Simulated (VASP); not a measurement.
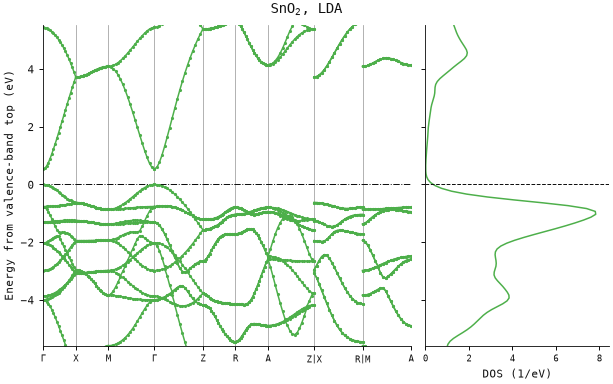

Band structure and density of states. Energies are counted from the top of the valence band. The DOS curve is built from the levels of the k mesh with Gaussians 0.55 eV wide, which also blur the band edges; ripples of that width can come from the mesh.

Calculation on rutile-type SnO2, space group P4_2/mnm (No. 136), 6 atoms in the cell; a = 4.830 Å, c = 3.242 Å (tetragonal axes).

Method: LDA, VASP PAW LDA potentials, release 64 (Sn_d, O), no spin polarisation, no spin-orbit coupling, 8×8×10 k mesh, 450 eV cutoff (VASP).

Metal, semiconductor or insulator, and what is the gap?

Answer. The material is gapped. The gap along this path is 0.54 eV and direct: both edges lie at Γ.

What are the direct gaps at X, Γ and A?

Answer. The direct gaps are 4.35 eV at X, 0.54 eV at Γ and 4.93 eV at A.

Where is the tallest peak of the filled states in the window?

Answer. Within the window shown, the tallest peak of the filled states lies 1.0 eV under the valence-band top, at about 7.8 states per eV and cell.

LDA, GGA and most meta-GGA functionals understate gaps. The cell was derived from a database entry in an earlier step, so it needn't be the measured one.
